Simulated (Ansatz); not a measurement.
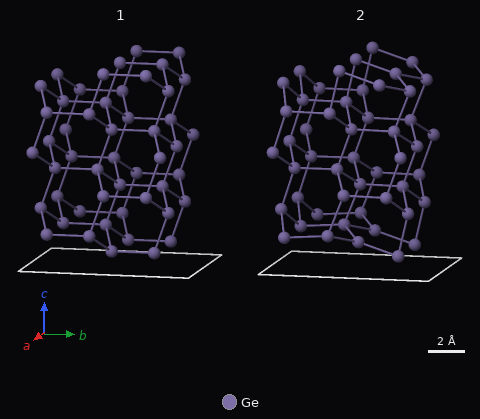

Two geometries of a slab of composition Ge (cut from the Fd-3m phase), drawn at one scale. One is the start of a relaxation, the other its converged end. Style: ball-and-stick. Shown: the 2 × 1 repeat of the cell, outlined in the plane, without the vacuum (origin shifted), slightly off an axis.

Level of theory: DFT r2SCAN, scalar-relativistic, plane waves, PAW in Ansatz 0.2.0. Set-up: plane-wave cutoff 500 eV; k-point mesh 9 × 4 × 1; occupations gaussian; smearing width 0.05 eV; no spin polarisation; dipole correction; atoms relaxed in a fixed cell; force threshold 0.02 eV/Å; at most 60 steps.

Which of the two is the end point?

Structure 2 is the relaxed one. Case: (2 1 1) slab, atoms relaxed. The slab is the (2 1 1) face of Ge. Over 6 geometry steps the energy falls by 1.263 eV per cell of the calculation. Largest force component: 0.67 eV/Å at the start, 0.0079 eV/Å at the end. The largest moves relative to the layer's centre, 0.67 Å, are those of Ge atoms. The lattice vectors keep their values. Some distances before and after: Ge–Ge 2.457 → 2.517 Å, Ge–Ge 2.457 → 2.418 Å, Ge–Ge 2.457 → 2.467 Å. Bond angles that change, for instance: Ge–Ge–Ge 109.5° → 85.6°, Ge–Ge–Ge 109.5° → 92.3°, Ge–Ge–Ge 109.5° → 125.2°.
